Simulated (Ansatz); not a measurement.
# Geometry relaxation, with input and output: HfO₂ (part 1 of 2)

HfO₂ (6 atoms in the cell), computed with DFT PBE, scalar-relativistic, plane waves, PAW, PAW set soft_1, no spin polarisation (Ansatz 0.2.0).

The structure derives from a Materials Project entry. Figures and captions count atoms from 1; the log counts them from 0 in places.

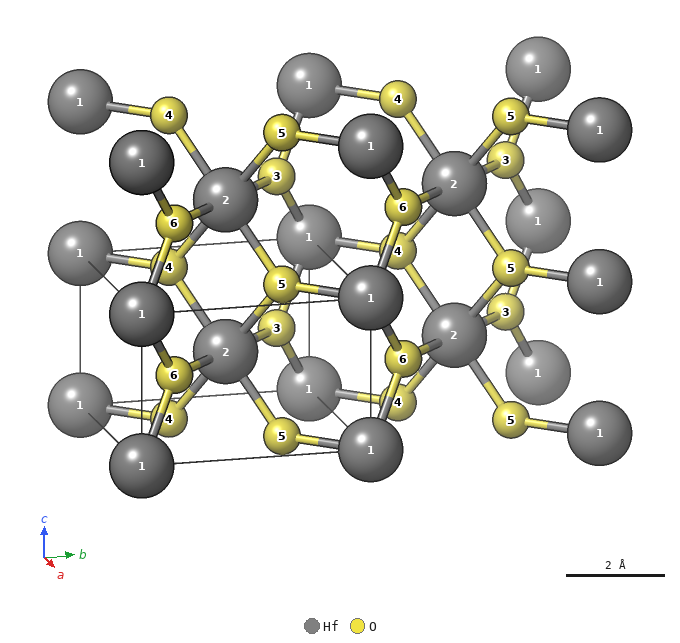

Fig. 1: The starting structure (ball-and-stick view of the cell of the calculation, repeated 1 × 2 × 2, seen slightly off an axis; atoms are numbered from 1 in the order of the input). An atom can appear more than once, as a periodic image. Near neighbours in the periodic cell (some may lie outside the picture): Hf has 6 O at 2.11 Å; O has 3 Hf at 2.11 Å.

Key numbers

| quantity | value |
| --- | --- |
| outcome | converged |
| space group (tolerance 0.01 Å) | P4₂/mnm (136) |
| electrons treated | 76 |
| free energy | −33724.9154 eV |
| Fermi energy | 12.942 eV |
| gap on the k-point mesh | 3.90 eV |
| pressure | 0.01 GPa |
| final volume | 77.15 Å³ |
| largest force (length of the vector) at the end | 0.002 eV/Å |
| final cell | a = 4.881 Å, b = 4.881 Å, c = 3.238 Å, α = 90.00°, β = 90.00°, γ = 90.00° |
| hardware | 2 threads of Arm Neoverse N1, 98 GiB of memory available, shared host |
| wall time | 62 s (CPU time 2 min) |
| peak memory | 0.51 GiB |

Notes

Spin–orbit coupling is left out, which matters for Hf.

Input file
```yaml
crystal:
  lattice:
    - [4.8804805904, 0.0, 0.0]
    - [0.0, 4.8804805904, 0.0]
    - [0.0, 0.0, 3.2397142835]
  atoms:
    - { symbol: Hf, position: [0.0, 0.0, 0.0] }
    - { symbol: Hf, position: [0.5, 0.5, 0.5] }
    - { symbol: O, position: [0.1948682284, 0.8051317716, 0.5] }
    - { symbol: O, position: [0.3051317716, 0.3051317716, 0.0] }
    - { symbol: O, position: [0.6948682284, 0.6948682284, 0.0] }
    - { symbol: O, position: [0.8051317716, 0.1948682284, 0.5] }
basis:
  ecutwfc: 520.0
kpoints:
  mp_grid: { grid: [6, 6, 8] }
hamiltonian:
  xc: pbe
  pseudopotentials: { kind: paw, azcp: { folder: soft_1 } }
scf:
  occupations: { method: gaussian, width: 0.02 }
output:
  forces: true
  stress: true
  eigenvalues: true
  write_density: true
  write_potential: true
  elf: true
  volumetric_format: npy
relax:
  adjacent_minimum: "off"
  f_tol: 0.005
  max_steps: 80
  cell: { stress_tol: 0.05 }
```

Launch command:
```bash
ansatz run input.yaml --threads 2 --pin off --max-ram 4096MiB --backend cpu --events-out ev --progress --plain --runs-dir out
```

The program's output
```
Engine: ansatz 0.2.0, aarch64-unknown-linux-gnu
Pseudopotentials: kind: paw
Pseudopotential: Hf, paw, valence charge 26, recommended cutoff 420 eV (normal), [file]
Pseudopotential: O, paw, valence charge 6, recommended cutoff 420 eV (normal), [file]
Functional definition: PBE
  parameter kappa = 0.804
  parameter beta = 0.06672455060314922
  exchange = pbe_x(kappa = kappa, mu = beta*pi^2/3)
  correlation = pbe_c(beta = beta)
Crystal: 6 atoms, lattice volume = 77.167 Å³
Basis set: ecut = 520 eV, 2065 PW (Γ), exchange–correlation on 80×80×50 points (8 copies of the dense FFT grid, shifted against one another)
Bands: 46, of which v1, the nominal top of the filled ones, is band 38 counted from 1 (37 counted from 0)
Symmetry: 16 space group operations
Space group: P42/mnm (ITA 136), of the structure as read, at distance tolerance 4.3e-5 Å
k-points: 50 of 288
Non-local potential: Hf, projectors of the file, l = 0: 3, l = 1: 2, l = 2: 2, l = 3: 3
Non-local potential: O, projectors of the file, l = 0: 2, l = 1: 2, l = 2: 1
PAW form: soft (Blöchl's): semilocal exchange-correlation on the pseudo side does not see the compensation charge
PAW one-centre angular grid: Hf, 590 points (default); XC on 64 Gauss nodes
PAW one-centre angular grid: O, 110 points (default); XC on 64 Gauss nodes
Initial density: superposition of atomic densities (chi_scale 0.1, normalization cell, long waves kept (reshape's long-wave potential 0.00 eV rms))
Initial wavefunctions: pseudopotential atomic-orbital guess
Functional: x = pbe(κ = 0.804, μ = 0.2195149727645171), c = pbe(β = 0.06672455060314922)
SCF iter   1: F=—  HF=-33726.199981 eV  |F-HF|=—  |Δ(HF+E_count)|=         —  Δρ=8.26e-2  dr2=4.27e0  ethr=3.10e-3  ⟨swp⟩=5.2  Hψ=7295  notcnv=0
preconditioner: auto → Resta (q_TF=auto, 2.721 Å⁻¹)  ε∞=4.6  [insulator: Δε(μ)=3.049 eV  Ē_g=18.960 eV  σ=0.020 eV  W_gap=1.00  n_scr=30 (ndim 8)  ℏωp=35.9 eV  f_vac=0.013  D(μ)=0.00/eV (n_scr^D=0)  ε∞_Penn≈4.6]
SCF iter   2: F=—  HF=-33725.240863 eV  |F-HF|=—  |Δ(HF+E_count)|=   9.59e-1  Δρ=4.00e-2  dr2=1.15e0  ethr=3.10e-3  ⟨swp⟩=2.4  Hψ=4841  notcnv=0  defer=94
SCF iter   3: F=—  HF=-33725.017748 eV  |F-HF|=—  |Δ(HF+E_count)|=   2.23e-1  Δρ=2.19e-2  dr2=3.15e-1  ethr=1.51e-3  ⟨swp⟩=2.0  Hψ=4001  notcnv=0  defer=94
SCF iter   4: F=—  HF=-33724.893596 eV  |F-HF|=—  |Δ(HF+E_count)|=   1.24e-1  Δρ=7.58e-3  dr2=2.98e-2  ethr=4.14e-4  ⟨swp⟩=2.9  Hψ=4657  notcnv=0  defer=90
SCF iter   5: F=—  HF=-33724.917418 eV  |F-HF|=—  |Δ(HF+E_count)|=   2.38e-2  Δρ=4.02e-3  dr2=1.05e-2  ethr=3.92e-5  ⟨swp⟩=2.1  Hψ=4127  notcnv=0  defer=87
SCF iter   6: F=—  HF=-33724.914133 eV  |F-HF|=—  |Δ(HF+E_count)|=   3.29e-3  Δρ=8.45e-4  dr2=4.17e-4  ethr=1.38e-5  ⟨swp⟩=2.0  Hψ=4434  notcnv=0  defer=87
SCF iter   7: F=—  HF=-33724.915203 eV  |F-HF|=—  |Δ(HF+E_count)|=   1.07e-3  Δρ=5.29e-4  dr2=1.60e-4  ethr=5.49e-7  ⟨swp⟩=2.0  Hψ=4144  notcnv=0  defer=87
SCF iter   8: F=—  HF=-33724.915293 eV  |F-HF|=—  |Δ(HF+E_count)|=   8.93e-5  Δρ=6.90e-5  dr2=3.88e-6  ethr=2.11e-7  ⟨swp⟩=2.0  Hψ=4113  notcnv=0  defer=87
SCF iter   9: F=—  HF=-33724.915334 eV  |F-HF|=—  |Δ(HF+E_count)|=   4.13e-5  Δρ=1.58e-5  dr2=2.07e-7  ethr=5.10e-9  ⟨swp⟩=2.0  Hψ=4134  notcnv=0  defer=87
SCF iter  10: F=-33724.915334 eV  HF=-33724.915334 eV  |F-HF|=8.74e-9  |Δ(HF+E_count)|=   2.60e-7  Δρ=3.18e-6  dr2=6.73e-9  ethr=1.32e-10  ⟨swp⟩=14.6  Hψ=17701  notcnv=0
SCF 1 converged in 10 iterations: F = -33724.915334 eV  dr2 = 6.73e-9
  greatest PAW one-centre occupation: 0.999 electrons in one spin orbital (limit 2), on the Hf atom at site 1 (counted from 0), in its partial waves of l = 0
relax step   1: F+E_penalty+E_count = -33724.91533436 eV  Δ(F+E_penalty+E_count) = +0.000e0 eV  max|allowed force component| = 9.796e-3 eV/Å  Δτ_max = 0.0000 Å  P = -0.085 GPa  Ω = 77.167 Å³  (10 SCF iters, dr2 threshold 1.00e-7 eV, accepted)
Crystal: 6 atoms, lattice volume = 77.141 Å³
Initial density: handed on by an earlier stage of this run
Initial wavefunctions: those handed on with the density
iter 1 solved again at ethr=1.28e-8 eV; its pass at ethr=3.10e-3 eV (dr2=9.74e-6 eV) is discarded
SCF iter   1: F=—  HF=-33724.915345 eV  |F-HF|=—  |Δ(HF+E_count)|=         —  Δρ=1.19e-4  dr2=9.24e-6  ethr=1.28e-8  ⟨swp⟩=2.9  Hψ=11205  notcnv=0
preconditioner: auto → Resta (q_TF=auto, 2.722 Å⁻¹)  ε∞=5.0  [insulator: Δε(μ)=3.899 eV  Ē_g=17.869 eV  σ=0.020 eV  W_gap=1.00  n_scr=30 (ndim 8)  ℏωp=35.9 eV  f_vac=0.097  D(μ)=0.00/eV (n_scr^D=0)  ε∞_Penn≈5.0]
SCF iter   2: F=—  HF=-33724.915373 eV  |F-HF|=—  |Δ(HF+E_count)|=   2.85e-5  Δρ=6.14e-5  dr2=2.88e-6  ethr=1.22e-8  ⟨swp⟩=2.3  Hψ=4000  notcnv=0
SCF iter   3: F=—  HF=-33724.915372 eV  |F-HF|=—  |Δ(HF+E_count)|=   8.53e-7  Δρ=1.31e-5  dr2=1.27e-7  ethr=1.98e-10  ⟨swp⟩=8.0  Hψ=17403  notcnv=0
SCF iter   4: F=-33724.915372 eV  HF=-33724.915372 eV  |F-HF|=1.62e-9  |Δ(HF+E_count)|=   5.76e-8  Δρ=7.91e-6  dr2=4.12e-8  ethr=1.68e-10  ⟨swp⟩=8.1  Hψ=17303  notcnv=0
SCF 2 converged in 4 iterations: F = -33724.915372 eV  dr2 = 4.12e-8
  Residual-converged pass: ⟨swp⟩=1.0  Hψ=2501  notcnv=0  max |occ|·‖R‖ = 7.0e-9 eV (tolerance 1.0e-8 eV)  dr2=4.12e-8  dr2_onsite=1.02e-8  max |Δocc| = 0.0e0
relax step   2: F+E_penalty+E_count = -33724.91537230 eV  Δ(F+E_penalty+E_count) = -3.794e-5 eV  max|allowed force component| = 6.594e-3 eV/Å  Δτ_max = 0.0001 Å  P = +0.021 GPa  Ω = 77.141 Å³  energy of the carried Pulay correction = +3.787e-6 eV  (4 SCF iters, dr2 threshold 1.50e-7 eV, accepted)
Crystal: 6 atoms, lattice volume = 77.147 Å³
iter 1 solved again at ethr=1.18e-9 eV; its pass at ethr=3.10e-3 eV (dr2=8.94e-7 eV) is discarded
SCF iter   1: F=—  HF=-33724.915352 eV  |F-HF|=—  |Δ(HF+E_count)|=         —  Δρ=4.07e-5  dr2=7.54e-7  ethr=1.18e-9  ⟨swp⟩=2.6  Hψ=10486  notcnv=0
preconditioner: auto → Resta (q_TF=auto, 2.721 Å⁻¹)  ε∞=5.0  [insulator: Δε(μ)=3.903 eV  Ē_g=17.868 eV  σ=0.020 eV  W_gap=1.00  n_scr=30 (ndim 8)  ℏωp=35.9 eV  f_vac=0.097  D(μ)=0.00/eV (n_scr^D=0)  ε∞_Penn≈5.0]
SCF iter   2: F=—  HF=-33724.915382 eV  |F-HF|=—  |Δ(HF+E_count)|=   3.00e-5  Δρ=2.41e-5  dr2=2.97e-7  ethr=9.92e-10  ⟨swp⟩=1.7  Hψ=3329  notcnv=0
SCF iter   3: F=—  HF=-33724.915382 eV  |F-HF|=—  |Δ(HF+E_count)|=   1.64e-8  Δρ=7.20e-6  dr2=3.37e-8  ethr=3.91e-10  ⟨swp⟩=2.0  Hψ=3932  notcnv=0
SCF iter   4: F=-33724.915382 eV  HF=-33724.915382 eV  |F-HF|=1.29e-9  |Δ(HF+E_count)|=   3.15e-8  Δρ=2.10e-6  dr2=2.21e-9  ethr=3.58e-12  ⟨swp⟩=6.1  Hψ=15744  notcnv=0
SCF 3 converged in 4 iterations: F = -33724.915382 eV  dr2 = 2.21e-9
relax step   3: F+E_penalty+E_count = -33724.91538167 eV  Δ(F+E_penalty+E_count) = -9.375e-6 eV  max|allowed force component| = 1.252e-3 eV/Å  Δτ_max = 0.0004 Å  P = +0.010 GPa  Ω = 77.147 Å³  energy of the carried Pulay correction = +2.976e-6 eV  (4 SCF iters, dr2 threshold 2.72e-9 eV, accepted)
Initial wavefunctions: pseudopotential atomic-orbital guess (no wavefunctions were taken with the density)
iter 1 solved again at ethr=1.39e-7 eV; its pass at ethr=3.10e-3 eV (dr2=1.06e-4 eV) is discarded
SCF iter   1: F=—  HF=-33724.915351 eV  |F-HF|=—  |Δ(HF+E_count)|=         —  Δρ=2.89e-6  dr2=2.69e-9  ethr=1.39e-7  ⟨swp⟩=3.1  Hψ=14366  notcnv=0
eigensolver tolerance schedule: the retry pair's looser diagonalisation over-reported the residual by 39463.13 of it (diagonalisation noise at an unbounded share of the residual, at the tolerance the schedule requests for it); recorded, not acted on — ethr = c·dr2/N_el stays at c = 1.0e-1
SCF iter   2: F=—  HF=-33724.915380 eV  |F-HF|=—  |Δ(HF+E_count)|=   2.89e-5  Δρ=1.52e-6  dr2=1.41e-9  ethr=3.53e-12  ⟨swp⟩=3.9  Hψ=6665  notcnv=0
SCF iter   3: F=—  HF=-33724.915380 eV  |F-HF|=—  |Δ(HF+E_count)|=  3.27e-10  Δρ=8.87e-7  dr2=6.42e-10  ethr=1.86e-12  ⟨swp⟩=2.0  Hψ=3503  notcnv=0
SCF iter   4: F=—  HF=-33724.915380 eV  |F-HF|=—  |Δ(HF+E_count)|=  2.69e-10  Δρ=3.99e-7  dr2=1.35e-10  ethr=1.00e-12  ⟨swp⟩=2.0  Hψ=3326  notcnv=0
SCF iter   5: F=-33724.915380 eV  HF=-33724.915380 eV  |F-HF|=7.28e-12  |Δ(HF+E_count)|=  2.91e-11  Δρ=2.06e-7  dr2=1.42e-11  ethr=1.00e-12  ⟨swp⟩=6.2  Hψ=12032  notcnv=0
SCF 4 converged in 5 iterations: F = -33724.915380 eV  dr2 = 1.42e-11
relax step   4: F+E_penalty+E_count = -33724.91537977 eV  Δ(F+E_penalty+E_count) = +1.904e-6 eV  max|allowed force component| = 1.245e-3 eV/Å  Δτ_max = 0.0000 Å  P = +0.010 GPa  Ω = 77.147 Å³  stress off target by 1.15e-2 GPa  SCF on the basis re-selected at this cell (its energy is not comparable with the rows above)  (5 SCF iters)
```

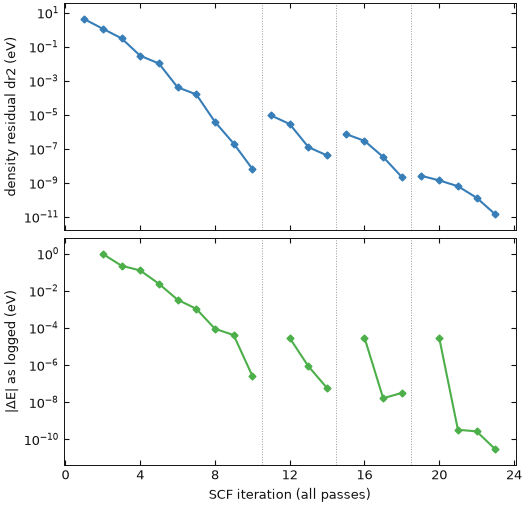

Fig. 2: Convergence of the self-consistent field: density residual dr2 and size of the energy change against the SCF iteration. The dotted lines part the SCF passes of the relaxation: geometry steps, rejected trials and re-solves on a re-selected basis. The passes take 10, 4, 4 and 5 iterations.
